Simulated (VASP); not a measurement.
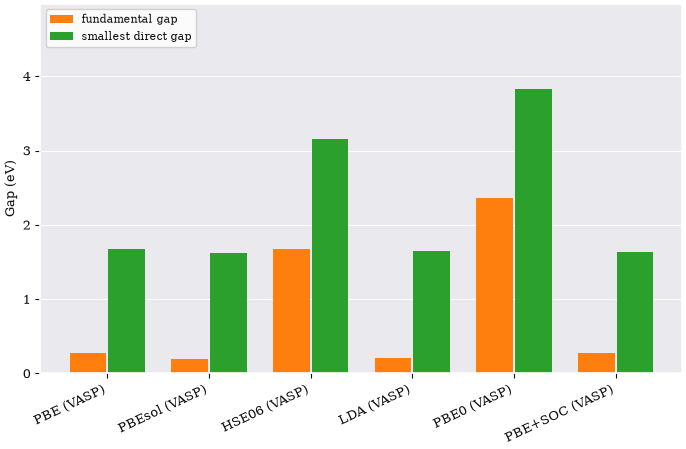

Gaps of SnO₂, space group Fm-3m (No. 225), 3 atoms in the cell, fluorite type, at several levels of theory on one cell (VASP, plane waves and PAW; edges over the mesh and the special points).

### How does the gap depend on the level, and does its kind change?

In rising order: PBEsol (VASP) 0.20 eV, LDA (VASP) 0.21 eV, PBE (VASP) 0.28 eV, PBE+SOC (VASP) 0.28 eV, HSE06 (VASP) 1.67 eV and PBE0 (VASP) 2.36 eV. It is indirect at every level.
